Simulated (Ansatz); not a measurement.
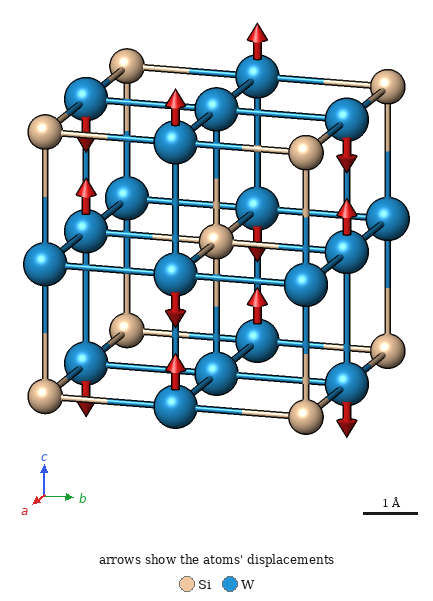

One vibrational mode of a crystal of SiW3 at the zone centre of a doubled cell. The red arrows give the relative displacements of the atoms. A ball-and-stick model of the conventional cell, seen slightly off an axis. Lengths and directions refer to the drawn axes.

The calculation used DFT PBEsol, scalar-relativistic, plane waves, PAW in Ansatz 0.2.0. Set-up: plane-wave cutoff 420 eV; k-point mesh 10 × 10 × 10; occupations gaussian; smearing width 0.15 eV; no spin polarisation.

> What mode is this, and where does it lie in the spectrum?

This is a triply degenerate mode (one member of the set is drawn) at 109 cm⁻¹, level 4 of 7, counted from below (3 lower levels are imaginary, so the structure is unstable) (the three translations aside). The Si atoms stay at rest; all motion is along c; atoms of one kind move against one another, with no net shift of their sublattice; it stretches the shortest W–W bonds (2.58 Å). It repeats in both halves of the doubled cell: it is a zone-centre mode of the crystal.
